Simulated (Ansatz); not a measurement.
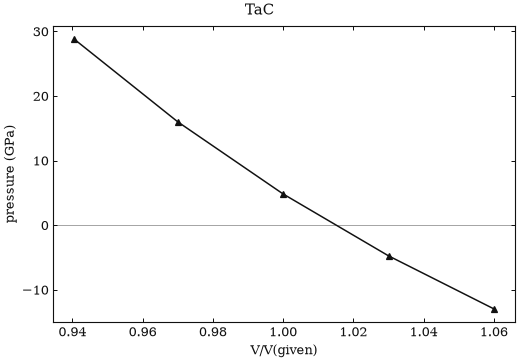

The plot gives the computed pressure against V/V(given) for TaC, space group Fm-3m (No. 225).

Cell as given: a = 3.149 Å, b = 3.149 Å, c = 3.149 Å, α = 60.00°, β = 60.00°, γ = 60.00°; 2 atoms.

Computed with Ansatz 0.2.0: periodic Kohn-Sham DFT of a crystal at fixed atoms, scaled to the stated factor times the given cell; pressure positive in compression. Level: PBE.

| setting | value |
| --- | --- |
| method | frozen-core PAW |
| relativity | scalar |
| k mesh | 13×13×13 |
| occupations | Fermi–Dirac |
| smearing width | 0.08 eV |
| wave cutoff | 420 eV |
| PAW set | soft_2 |

V(given) is 11.04 Å³/atom.

How does the pressure vary with V/V(given)?

Answer. It falls from 28.8 GPa at V/V(given) 0.941 to −12.9 GPa at 1.060, and changes sign near 1.015.

What does the calculation give for the volume at zero pressure from a fit of the pressures?

Answer. 11.2 Å³/atom.

What does the calculation give for the bulk modulus from that fit?

Answer. 326 GPa.

Caveats: no spin-orbit coupling on heavy atoms.
